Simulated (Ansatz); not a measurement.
Ga16HO24 (cell charge +1, with a compensating background) (cell with a defect)

The calculation's input:

```
crystal:
  lattice:
    - [-4.7582679566, -1.5236550176, -5.647814719]
    - [-6.1387111721, 4.5709650529, -0.0036336926]
    - [1.3804432155, 6.0946200705, -5.6441810265]
  atoms:
    - { symbol: Ga, position: [0.6469459973, 0.6675474388, 0.6594002065] }
    - { symbol: Ga, position: [0.8966331443, 0.4138245212, 0.4154798987] }
    - { symbol: Ga, position: [0.1435148731, 0.177237622, 0.1587804382] }
    - { symbol: Ga, position: [0.4007988191, 0.9185586855, 0.9096182457] }
    - { symbol: Ga, position: [0.5827115227, 0.0927617683, 0.0858274175] }
    - { symbol: Ga, position: [0.8460271936, 0.835824985, 0.8219242292] }
    - { symbol: Ga, position: [0.0969422111, 0.5797628002, 0.5875248677] }
    - { symbol: Ga, position: [0.3439473673, 0.3312075521, 0.3410666015] }
    - { symbol: Ga, position: [0.4604968495, 0.7135832835, 0.3271357989] }
    - { symbol: Ga, position: [0.7102379926, 0.4615782823, 0.074261071] }
    - { symbol: Ga, position: [0.9647002246, 0.2162351582, 0.8276363783] }
    - { symbol: Ga, position: [0.2125879142, 0.9667198623, 0.5780085429] }
    - { symbol: Ga, position: [0.7780610762, 0.0358093282, 0.4175958122] }
    - { symbol: Ga, position: [0.0569051331, 0.7839154118, 0.1775620889] }
    - { symbol: Ga, position: [0.2795202136, 0.5379311229, 0.9163563358] }
    - { symbol: Ga, position: [0.5319942531, 0.2835825148, 0.6711654146] }
    - { symbol: O, position: [0.4984420191, 0.4925120145, 0.7551965594] }
    - { symbol: O, position: [0.7460278872, 0.24132077, 0.5052622566] }
    - { symbol: O, position: [-0.0045990502, 1.0023920876, 0.2525778493] }
    - { symbol: O, position: [0.2512835222, 0.7454172802, 0.0002501474] }
    - { symbol: O, position: [0.7499133637, 0.2474347791, 0.9961151947] }
    - { symbol: O, position: [0.9984109057, 0.0047331461, 0.7465447043] }
    - { symbol: O, position: [0.2436180901, 0.7580252548, 0.4939284661] }
    - { symbol: O, position: [0.4877407361, 0.5082573406, 0.2435706291] }
    - { symbol: O, position: [0.41288815, 0.9353009809, 0.1451919969] }
    - { symbol: O, position: [0.6565564572, 0.6897073022, 0.8988523666] }
    - { symbol: O, position: [0.9056389295, 0.4355923041, 0.6502215395] }
    - { symbol: O, position: [0.1543084375, 0.1876713844, 0.3994237096] }
    - { symbol: O, position: [0.8357585488, 0.8147197246, 0.5939185843] }
    - { symbol: O, position: [0.0877526786, 0.5636206393, 0.3508915792] }
    - { symbol: O, position: [0.3322200676, 0.3192789405, 0.0967750836] }
    - { symbol: O, position: [0.5932984122, 0.0619126658, 0.8507107362] }
    - { symbol: O, position: [0.0659765648, 0.5984974416, 0.8178577166] }
    - { symbol: O, position: [0.3177546017, 0.3437193839, 0.5727655635] }
    - { symbol: O, position: [0.5652318639, 0.0970494441, 0.3175050737] }
    - { symbol: O, position: [0.8345122817, 0.8345505163, 0.0771016478] }
    - { symbol: O, position: [0.1777222287, 0.1547389649, 0.9287412481] }
    - { symbol: O, position: [0.4274880556, 0.9044188139, 0.6774812954] }
    - { symbol: O, position: [0.6765258146, 0.6534280476, 0.4254349263] }
    - { symbol: O, position: [0.9169875882, 0.416392879, 0.1774959273] }
    - { symbol: H, position: [0.8054529454, 0.7107448076, 0.1400676705] }
  host:
    lattice:
      - [6.1387111721, -1.5236550176, 0.0036336926]
      - [6.1387111721, 1.5236550176, 0.0036336926]
      - [-1.3804432155, 0.0, 5.6441810265]
    atoms:
      - { symbol: Ga, position: [0.3412681382, 0.3412681382, 0.685422622] }
      - { symbol: Ga, position: [0.6587318618, 0.6587318618, 0.314577378] }
      - { symbol: Ga, position: [0.9094801632, 0.9094801632, 0.2046027064] }
      - { symbol: Ga, position: [0.0905198368, 0.0905198368, 0.7953972936] }
      - { symbol: O, position: [0.5037665326, 0.5037665326, 0.7440692519] }
      - { symbol: O, position: [0.4962334674, 0.4962334674, 0.2559307481] }
      - { symbol: O, position: [0.8267804944, 0.8267804944, 0.4372337352] }
      - { symbol: O, position: [0.1732195056, 0.1732195056, 0.5627662648] }
      - { symbol: O, position: [0.1652766836, 0.1652766836, 0.1095913511] }
      - { symbol: O, position: [0.8347233164, 0.8347233164, 0.8904086489] }
total_charge: 1
basis:
  ecutwfc: 420
  xc_grid: 2
kpoints:
  mp_grid: { grid: [2, 2, 2], shift: [0.5, 0.5, 0.5] }
hamiltonian:
  xc: pbesol
scf:
  occupations: { method: gaussian, width: 0.01 }
output:
  forces: true
  stress: false
  eigenvalues: true
  charged_corrections:
    defect_position: [0.6547619, 0.70238095, 0.13690476]
    epsilon:
      - [11.0618, 0.0, -0.7607]
      - [0.0, 10.9234, 0.0]
      - [-0.7607, 0.0, 13.6001]
  write_density: true
  write_potential: true
  elf: true
  volumetric_format: npy
relax:
  adjacent_minimum: "off"
  f_tol: 0.025
  max_steps: 45
```

Command:

```sh
ansatz run input.yaml --threads 4 --pin off --max-ram 10240MiB --backend cpu --events-out ev --progress --plain --runs-dir out
```

The fields are those of the run's last geometry, not of the input's.

Method: Ansatz 0.2.0, DFT PBEsol, scalar-relativistic, plane waves, PAW.

The density is the valence pseudo-density of a PAW calculation; it isn't the true density close to the nuclei.

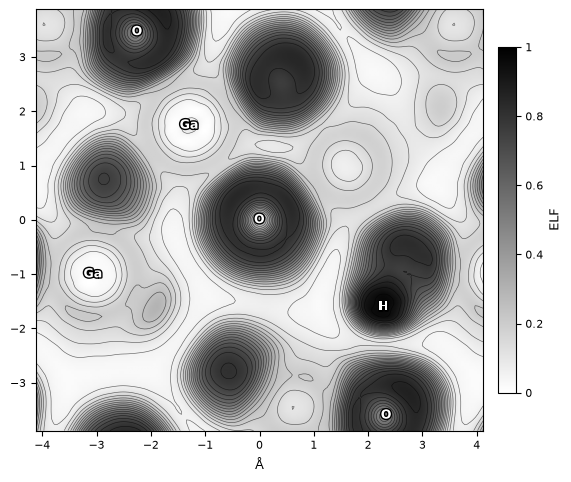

Figure 1. ELF on the (001) plane of the calculation cell.

Question: What does the map show?

Answer: Atoms in the plane: Ga, O and H.
Atoms just off the plane (Ga, 0.5 Å away and O, 0.4 Å away) can leave unmarked features too.
Ga–O (1.98 Å): the ELF peaks at about 0.85 in the valence shell of O, 0.6 Å from its nucleus, and is about 0.30 at the midpoint.
The ELF also peaks beside O, away from the bonds: lone-pair regions.

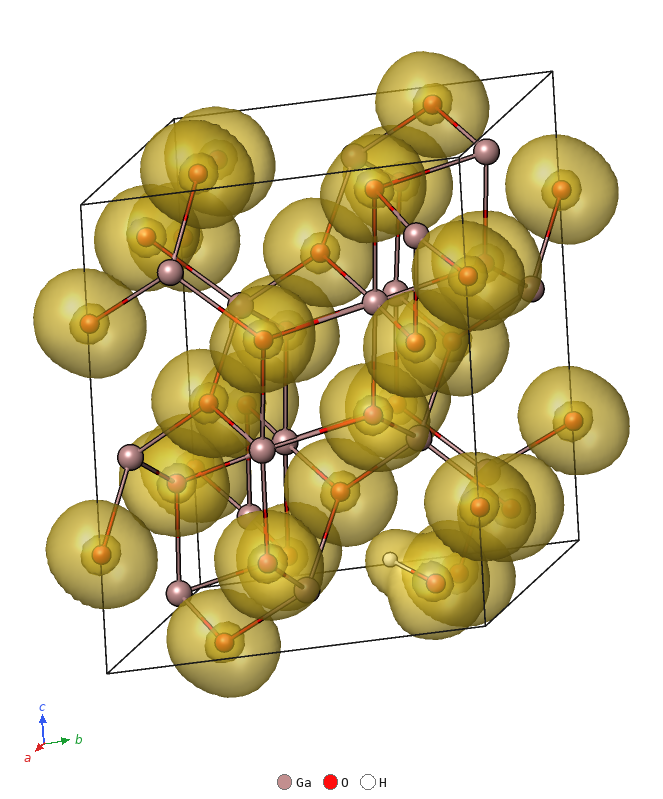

Figure 2. Isosurface of the ELF at 0.65 (yellow), seen slightly off an axis. Core shells and regions of very low density are left out. Sticks mark near contacts.

Question: Identify the bonds, lone pairs and shells in this picture.

Answer: The ELF exceeds this value in 23 regions wrapped around O (the valence shell of each) and one joined region spread over several atoms (H, O), in which their bonds and any lone pairs are merged, counted in one cell of 41 atoms. Regions shared between cells count once.


O–H (0.99 Å): the ELF climbs to about 1 towards the hydrogen, as it does in any bond to H; an ordinary covalent bond to hydrogen. Ga–O (1.81 Å): the ELF peaks at about 0.80 in the valence shell of O, 0.6 Å from its nucleus, and is about 0.40 at the midpoint.

Question: Metal or insulator at this level of theory?

Answer: It is gapped, with a Kohn–Sham gap of 3.1 eV on the k-point mesh, an upper bound to the gap of this method.
